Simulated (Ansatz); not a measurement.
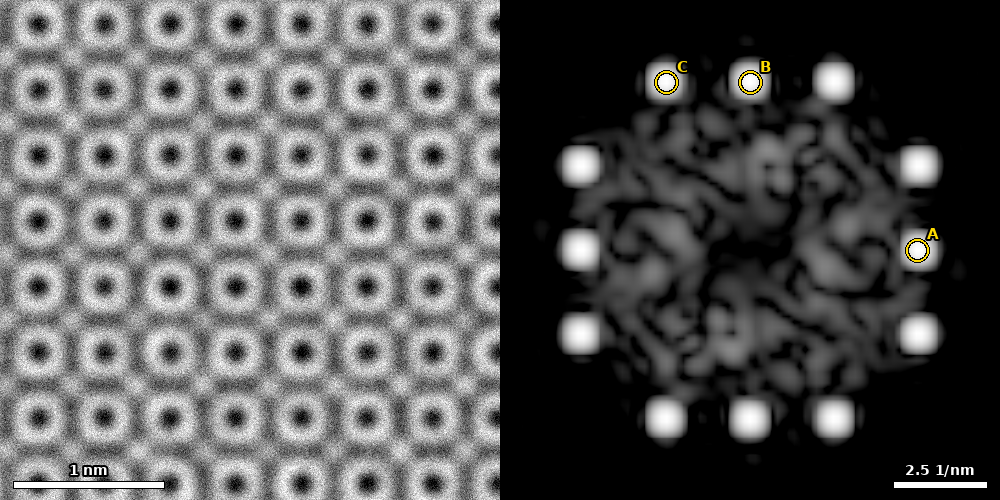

HRTEM-like image of a crystal. Simulated in the weak-phase-object approximation with neutral-atom potentials: 300 kV, Cs = 0.60 mm, defocus −412 Å (negative is underfocus), defocus spread 40 Å, aperture 0.58 1/Å. Shot noise and the speckle of an amorphous layer were added.

The right panel is the modulus of the image's Fourier transform on a logarithmic scale.

Q: Which lattice spacings do the marked spots stand for, and what angle do A and B enclose?

A: 2.2 Å, B: 2.2 Å, C: 2.0 Å; A and B enclose about 90°.

The crystal is Co (Pm-3n, No. 223) along [001]; the spots are (-2 0 0), (0 -2 0) and (1 -2 0). Structure: coordinates from a relaxation with Ansatz 0.2.0, DFT, PBE, plane waves (420 eV) with PAW, scalar-relativistic; the starting structure was generated, so it need not be a known form of this composition.
